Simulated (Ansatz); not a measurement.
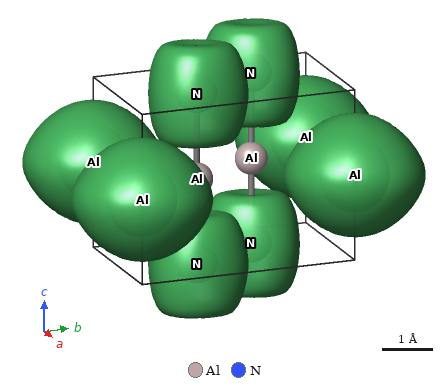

Figure 1: Al₃N₂. Isosurface of the ELF at 0.65 (green), seen slightly off an axis. Only the valence region is drawn (cores and ρ < 0.01 e/Å³ removed). Sticks mark near contacts.

Space group P6/mmm; a structure generated by program, which may or may not match a known phase; computed without spin polarisation.

These are results of Ansatz 0.2.0, DFT PBE, scalar-relativistic, plane waves, PAW, not measurements.

Core electrons are frozen (PAW), and the valence fields are smoothed inside the atomic spheres.

**Describe the localisation domains.**

The ELF exceeds this value in two regions on N in which the atom's valence shell and bonds are merged and one region wrapped around Al (its valence shell), counted in one cell of 5 atoms. Regions shared between cells count once.

Values along the shortest contacts:
Al–N (1.72 Å): the ELF peaks at about 0.85 in the valence shell of N, 0.8 Å from its nucleus, and is about 0.85 at the midpoint.
